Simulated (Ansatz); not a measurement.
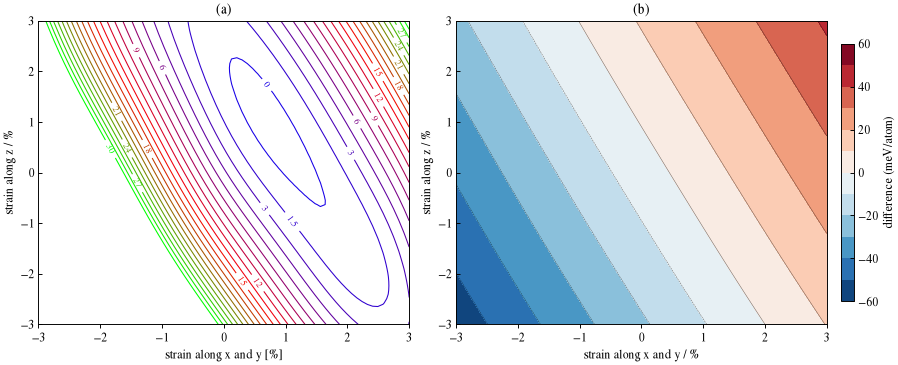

Au (Fm-3m, No. 225; 1 atom in the cell). The cell is strained homogeneously, by one strain along x and y and another along z, with fractional coordinates fixed (x, y and z along the cube axes). First axis: strain along x and y. Second axis: strain along z. The grid has 5 × 5 points. Points are written as (first, second). Energies: meV/atom, counted from each map's own lowest point. The reference cell is the one listed in the database, not relaxed at this level. The calculation used DFT r2SCAN, scalar-relativistic, plane waves, PAW (Ansatz). Settings: cutoff 500 eV, k-mesh 20×20×20, gaussian smearing 0.15 eV, no spin polarisation.

Panel (a): Ansatz, DFT r2SCAN, scalar-relativistic, plane waves, PAW. Panel (b): the map at DFT PBEsol, scalar-relativistic, plane waves, PAW in Ansatz less the map of (a), each from its own lowest point.

Question: How does the change of method alter the landscape?

Answer: The difference runs from −56 meV/atom at (−3.0 %, −3.0 %) to 41 meV/atom at (3.0 %, 3.0 %). The interpolated minimum moves from 0.83 to −0.19 % in strain along x and y and 0.81 to −0.18 % in strain along z.
